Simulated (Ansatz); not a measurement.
# Geometry relaxation, with input and output: HgTe (part 3 of 3)

Continued. System: HgTe (slab, 8 atoms in the cell). Method: DFT r2SCAN, scalar-relativistic, plane waves, PAW, no spin polarisation (Ansatz 0.2.0); cutoff 500 eV, 6×5×1 k-mesh, Gaussian smearing of 0.1 eV. The structure derives from an entry of the Crystallography Open Database. The input holds or restrains some coordinates. Forces given for the steps count only the free coordinates. It belongs to a series of runs on one base structure; here: clean slab, lower half held.

Geometry of the input (Å; fractional positions):
```
4.6468  0.0000  0.0000
0.0000  6.5715  0.0000
0.0000  0.0000  23.9702
Hg 0.5000  0.5000  0.3546
Te 0.0000  0.2500  0.3546
Hg 0.0000  0.0000  0.4515
Te 0.5000  0.7500  0.4515
Hg 0.5000  0.5000  0.5485
Te 0.0000  0.2500  0.5485
Hg 0.0000  0.0000  0.6454
Te 0.5000  0.7500  0.6454
```

### Output, continued
```
  k-point 0: bands = ["-117.2419", "-117.1604", "-117.0594", "-117.0140", "-65.0932", "-65.0874", "-65.0645", "-65.0124", "-65.0077", "-64.9940", "-64.9079", "-64.9057", "-64.8934", "-64.8854", "-64.8508", "-64.8474", "-37.5405", "-37.5329", "-37.5184", "-37.4927", "-37.4900", "-37.4848", "-37.4843", "-37.4774", "-37.4740", "-37.4640", "-37.4172", "-37.4047", "-37.3681", "-37.3336", "-37.3261", "-37.1107", "-37.1101", "-36.9797", "-36.9712", "-36.9313", "-11.9774", "-11.5885", "-11.3725", "-11.0087", "-7.5880", "-7.4968", "-7.3124", "-7.3077", "-7.2713", "-7.2442", "-7.2239", "-7.1157", "-7.1028", "-7.0826", "-7.0344", "-6.9962", "-6.9516", "-6.9208", "-6.8737", "-6.8691", "-6.8246", "-6.7958", "-6.6696", "-6.4687", "-5.1403", "-4.5099", "-3.7286", "-2.4695", "-2.3960", "-1.9916", "-1.9089", "-1.3235", "-0.8586", "-0.5733", "-0.4961", "-0.1435", "0.3931", "1.4102", "1.9783", "2.2842", "3.0867", "3.7964", "4.3976", "4.7012", "4.8208", "4.9449", "5.0728", "5.2236", "5.4366", "5.8111", "5.8762"]
  k-point 1: bands = ["-117.2419", "-117.1604", "-117.0594", "-117.0140", "-65.0932", "-65.0874", "-65.0645", "-65.0124", "-65.0077", "-64.9940", "-64.9079", "-64.9057", "-64.8934", "-64.8854", "-64.8508", "-64.8474", "-37.5405", "-37.5329", "-37.5184", "-37.4927", "-37.4900", "-37.4848", "-37.4843", "-37.4774", "-37.4740", "-37.4640", "-37.4172", "-37.4047", "-37.3681", "-37.3336", "-37.3261", "-37.1107", "-37.1101", "-36.9797", "-36.9712", "-36.9313", "-11.9246", "-11.5753", "-11.4244", "-11.0301", "-7.5681", "-7.4905", "-7.3256", "-7.3129", "-7.2520", "-7.2435", "-7.2384", "-7.1229", "-7.1216", "-7.0646", "-7.0170", "-6.9946", "-6.9436", "-6.9185", "-6.8751", "-6.8643", "-6.8366", "-6.7943", "-6.6757", "-6.5805", "-4.9473", "-4.6457", "-3.8120", "-2.7537", "-2.0907", "-1.8469", "-1.6849", "-1.2510", "-0.8967", "-0.5802", "-0.5315", "-0.3500", "0.6543", "1.3031", "1.7324", "2.1485", "3.1896", "3.7607", "4.3714", "4.7132", "5.0656", "5.0947", "5.1541", "5.4088", "5.5737", "5.7645", "5.9409"]
  k-point 2: bands = ["-117.2419", "-117.1604", "-117.0594", "-117.0140", "-65.0932", "-65.0874", "-65.0645", "-65.0124", "-65.0077", "-64.9940", "-64.9079", "-64.9057", "-64.8934", "-64.8854", "-64.8508", "-64.8474", "-37.5405", "-37.5329", "-37.5184", "-37.4927", "-37.4900", "-37.4848", "-37.4843", "-37.4774", "-37.4740", "-37.4640", "-37.4172", "-37.4047", "-37.3681", "-37.3336", "-37.3261", "-37.1107", "-37.1101", "-36.9797", "-36.9712", "-36.9313", "-11.7910", "-11.5908", "-11.5187", "-11.0657", "-7.5241", "-7.4781", "-7.3509", "-7.3356", "-7.2487", "-7.2434", "-7.2278", "-7.1617", "-7.0948", "-7.0599", "-7.0024", "-6.9921", "-6.9311", "-6.9178", "-6.8694", "-6.8580", "-6.8487", "-6.7920", "-6.7163", "-6.6901", "-4.9302", "-4.5513", "-3.8275", "-3.2514", "-1.5963", "-1.4544", "-1.2466", "-1.0792", "-0.9464", "-0.9149", "-0.6894", "-0.6187", "0.8187", "1.2787", "1.4221", "2.0285", "3.3108", "3.8331", "4.2036", "4.6673", "5.2484", "5.4192", "5.4824", "5.6699", "5.7865", "5.9101", "6.0257"]
  k-point 11: bands = ["-117.2419", "-117.1604", "-117.0594", "-117.0140", "-65.0932", "-65.0874", "-65.0646", "-65.0124", "-65.0077", "-64.9940", "-64.9079", "-64.9058", "-64.8933", "-64.8854", "-64.8508", "-64.8474", "-37.5403", "-37.5332", "-37.5183", "-37.4923", "-37.4897", "-37.4849", "-37.4845", "-37.4774", "-37.4743", "-37.4638", "-37.4167", "-37.4048", "-37.3687", "-37.3336", "-37.3260", "-37.1104", "-37.1104", "-36.9796", "-36.9713", "-36.9311", "-11.5581", "-11.4251", "-11.2966", "-10.8664", "-7.4082", "-7.3137", "-7.2607", "-7.2477", "-7.1907", "-7.1765", "-7.1642", "-7.0605", "-7.0565", "-6.9640", "-6.9479", "-6.9227", "-6.8903", "-6.8874", "-6.8422", "-6.8018", "-6.6869", "-6.6072", "-6.4832", "-6.4292", "-5.3595", "-5.2136", "-5.0247", "-4.8816", "-2.3588", "-2.3500", "-2.1757", "-1.9996", "-1.5073", "-1.4426", "-1.1839", "-0.8700", "0.9416", "1.7523", "2.4688", "2.6094", "3.5248", "4.3858", "4.8615", "4.8892", "5.6405", "5.8651", "6.0035", "6.0675", "6.5423", "6.5695", "6.8592"]
--- Relaxed structure (6 steps of the walk, 6 accepted, 0 SCFs on fresh bases) ---
  F+E_penalty+E_count = -83291.06094101 eV   max|allowed force component| = 2.063e-2 eV/Å
  atoms:
    - { symbol: Hg, position: [0.5, 0.5, 0.354607618] }
    - { symbol: Te, position: [0.0, 0.25, 0.354607618] }
    - { symbol: Hg, position: [0.0, 0.0, 0.4515358727] }
    - { symbol: Te, position: [0.5, 0.75, 0.4515358727] }
    - { symbol: Hg, position: [0.5, 0.5146504192991125, 0.5563154189071374] }
    - { symbol: Te, position: [0.0, 0.26572543673479476, 0.5470830105270832] }
    - { symbol: Hg, position: [0.0, -0.05370952434168549, 0.6222178516504769] }
    - { symbol: Te, position: [0.5, 0.7458400781145598, 0.6547381212788391] }
```

### Trajectory as extended XYZ (Å, eV, eV/Å), 6 frames, from step=1 to step=6
```
8
Lattice="4.6468 0.0000 0.0000 0.0000 6.5715 0.0000 0.0000 0.0000 23.9702" Properties=species:S:1:pos:R:3:forces:R:3 step=1 energy=-83290.59295
Hg    2.3234    3.2858    8.5000    0.0000  -0.7624   0.7516
Te    0.0000    1.6429    8.5000    0.0000   0.3300  -0.6210
Hg    0.0000    0.0000   10.8234    0.0000   0.0151  -0.0995
Te    2.3234    4.9286   10.8234    0.0000   0.4169  -0.2995
Hg    2.3234    3.2858   13.1468    0.0000   0.0151   0.0987
Te    0.0000    1.6429   13.1468    0.0000   0.4169   0.2999
Hg    0.0000    0.0000   15.4702    0.0000  -0.7620  -0.7519
Te    2.3234    4.9286   15.4702    0.0000   0.3300   0.6210
8
Lattice="4.6468 0.0000 0.0000 0.0000 6.5715 0.0000 0.0000 0.0000 23.9702" Properties=species:S:1:pos:R:3:forces:R:3 step=2 energy=-83290.84871
Hg    2.3234    3.2858    8.5000    0.0000  -0.7999   0.7388
Te    0.0000    1.6429    8.5000    0.0000   0.3594  -0.6349
Hg    0.0000    0.0000   10.8234    0.0000   0.1329   0.0398
Te    2.3234    4.9286   10.8234    0.0000   0.4511  -0.1736
Hg    2.3234    3.3191   13.1885    0.0000   0.1399   0.2084
Te    0.0000    1.7151   13.1782    0.0000   0.0481   0.0853
Hg    0.0000   -0.1302   15.3252    0.0000  -0.3784  -0.5727
Te    2.3234    4.9347   15.5806    0.0000   0.0482   0.3104
8
Lattice="4.6468 0.0000 0.0000 0.0000 6.5715 0.0000 0.0000 0.0000 23.9702" Properties=species:S:1:pos:R:3:forces:R:3 step=3 energy=-83290.98595
Hg    2.3234    3.2858    8.5000    0.0000  -0.8251   0.7367
Te    0.0000    1.6429    8.5000    0.0000   0.3742  -0.6569
Hg    0.0000    0.0000   10.8234    0.0000   0.1613   0.0533
Te    2.3234    4.9286   10.8234    0.0000   0.4145  -0.0710
Hg    2.3234    3.3526   13.2439    0.0000   0.1122   0.2003
Te    0.0000    1.7305   13.1745    0.0000   0.0049  -0.0247
Hg    0.0000   -0.2391   15.1636    0.0000  -0.1517  -0.3573
Te    2.3234    4.9231   15.6550    0.0000  -0.0891   0.1210
8
Lattice="4.6468 0.0000 0.0000 0.0000 6.5715 0.0000 0.0000 0.0000 23.9702" Properties=species:S:1:pos:R:3:forces:R:3 step=4 energy=-83291.05354
Hg    2.3234    3.2858    8.5000    0.0000  -0.8449   0.7367
Te    0.0000    1.6429    8.5000    0.0000   0.3881  -0.6910
Hg    0.0000    0.0000   10.8234    0.0000   0.1498   0.0114
Te    2.3234    4.9286   10.8234    0.0000   0.3702   0.0088
Hg    2.3234    3.3858   13.3055    0.0000   0.0182   0.0726
Te    0.0000    1.7465   13.1390    0.0000  -0.0579  -0.0213
Hg    0.0000   -0.3308   14.9884    0.0000  -0.0431  -0.1155
Te    2.3234    4.8868   15.6975    0.0000   0.0219   0.0024
8
Lattice="4.6468 0.0000 0.0000 0.0000 6.5715 0.0000 0.0000 0.0000 23.9702" Properties=species:S:1:pos:R:3:forces:R:3 step=5 energy=-83291.06094
Hg    2.3234    3.2858    8.5000    0.0000  -0.8458   0.7370
Te    0.0000    1.6429    8.5000    0.0000   0.3923  -0.7060
Hg    0.0000    0.0000   10.8234    0.0000   0.1076  -0.0523
Te    2.3234    4.9286   10.8234    0.0000   0.3445   0.0426
Hg    2.3234    3.3820   13.3350    0.0000   0.0019  -0.0023
Te    0.0000    1.7462   13.1137    0.0000   0.0115  -0.0021
Hg    0.0000   -0.3530   14.9147    0.0000  -0.0166  -0.0194
Te    2.3234    4.9013   15.6942    0.0000   0.0051   0.0033
8
Lattice="4.6468 0.0000 0.0000 0.0000 6.5715 0.0000 0.0000 0.0000 23.9702" Properties=species:S:1:pos:R:3:forces:R:3 step=6 energy=-83291.06094
Hg    2.3234    3.2858    8.5000    0.0000  -0.8458   0.7370
Te    0.0000    1.6429    8.5000    0.0000   0.3923  -0.7060
Hg    0.0000    0.0000   10.8234    0.0000   0.1075  -0.0525
Te    2.3234    4.9286   10.8234    0.0000   0.3445   0.0426
Hg    2.3234    3.3820   13.3350    0.0000   0.0018  -0.0021
Te    0.0000    1.7462   13.1137    0.0000   0.0115  -0.0020
Hg    0.0000   -0.3530   14.9147    0.0000  -0.0171  -0.0206
Te    2.3234    4.9013   15.6942    0.0000   0.0051   0.0035
```

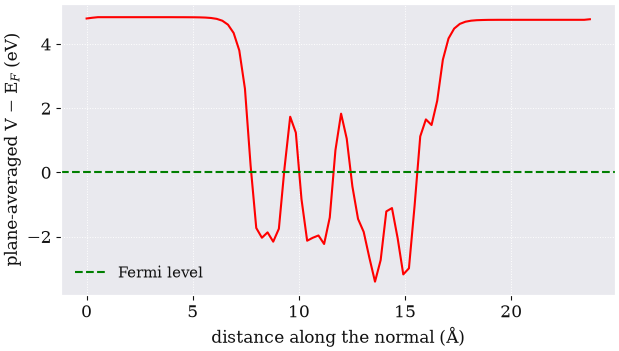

Figure 1. Plane average of the electrostatic potential energy of an electron across the cell, from the Fermi level. The vacuum level lies 4.76 eV above the Fermi level on the upper side and 4.84 eV on the lower.

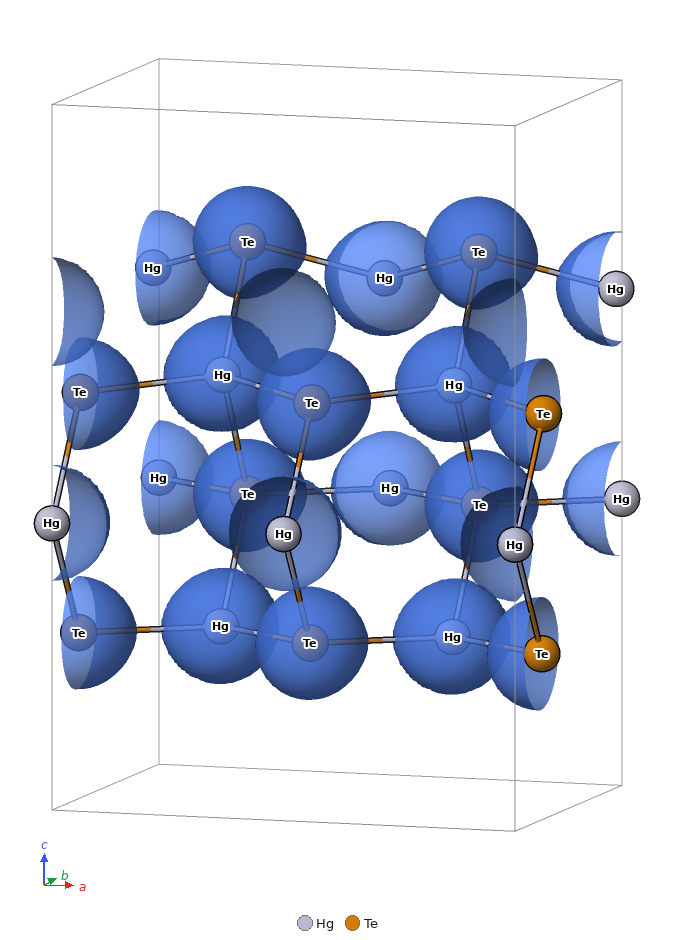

Figure 2. Isosurface of the valence electron density at 0.5 e/Å³ (blue), seen slightly off an axis. Sticks mark near contacts. At this value the density breaks into separate islands; it holds about 80 % of the electrons treated as valence (semicore included). It is pinched off along the Hg–Te (2.77 Å), Hg–Te (2.81 Å), Hg–Te (2.85 Å) and Hg–Te (2.95 Å) contacts. On the grid the lowest density along these lines, outside the cores, is 0.41 e/Å³ (Hg–Te, 2.77 Å), 0.38 e/Å³ (Hg–Te, 2.81 Å), 0.35 e/Å³ (Hg–Te, 2.85 Å) and 0.29 e/Å³ (Hg–Te, 2.95 Å). Core electrons are frozen (PAW), so the fields are smoothed inside the atomic spheres.

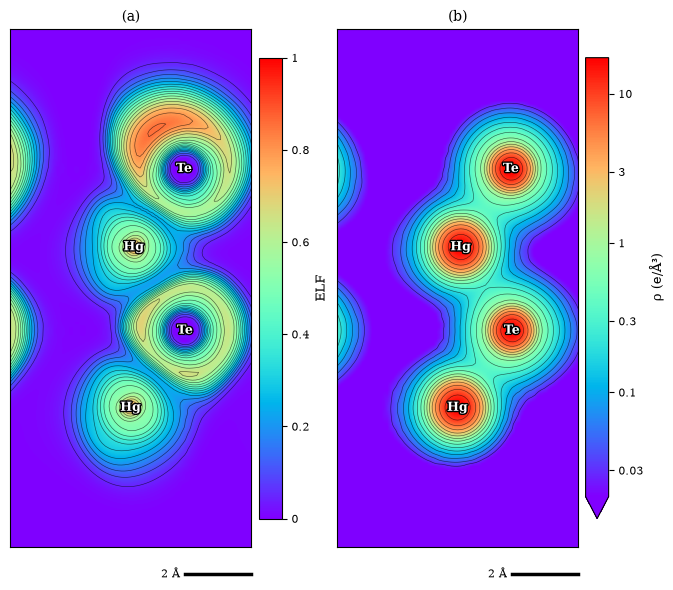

Figure 3. (a) electron localisation function; (b) valence charge density (pseudo) on the (100) plane of the calculation cell, a cut from vacuum to vacuum. Hg–Te (2.81 Å): ρ is about 0.38 e/Å³ halfway; the ELF peaks at about 0.60 in the valence shell of Te, 1.2 Å from its nucleus, and drops to about 0.25 between the two atoms. Hg–Te (2.85 Å): the density is about 0.35 e/Å³ at the midpoint; the ELF peaks at about 0.60 in the valence shell of Te, 1.2 Å from its nucleus, and drops to about 0.25 between the two atoms. Hg–Te (2.95 Å): the density is about 0.3 e/Å³ at the midpoint; the ELF peaks at about 0.65 in the valence shell of Te, 1.2 Å from its nucleus, and drops to about 0.20 between the two atoms. The density dies away to nearly zero in the vacuum. The strong features right at Hg lie inside the PAW spheres (semicore, d or f shells) and say nothing about bonding.
